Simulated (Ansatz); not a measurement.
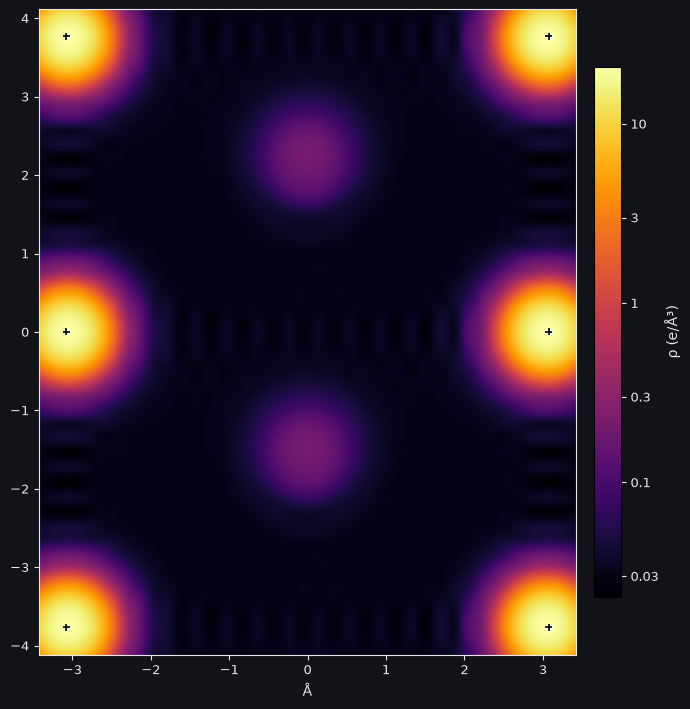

The valence pseudo-density on a plane through atoms (crosses mark nuclei in the plane).

Level of theory: DFT PBEsol, scalar-relativistic, plane waves, PAW in Ansatz.

Candidates:
A. Na, a = 3.77 Å, b = 6.52 Å, c = 6.15 Å, α = 90.00°, β = 90.00°, γ = 90.00°. Space group Cmcm; changed on purpose from its base cell (atom 1 (Na) moved by (+0.450, +0.000) A along y and z).
B. TaN, a = 4.38 Å, b = 4.38 Å, c = 4.38 Å, α = 90.00°, β = 90.00°, γ = 90.00°. Space group Fm-3m.

Q: Which candidate gave the map?

A: Candidate A: Na on the (110) plane of the conventional cell, which holds Na. Na–Na (3.77 Å): the density is about 0.02 e/Å³ at the midpoint.
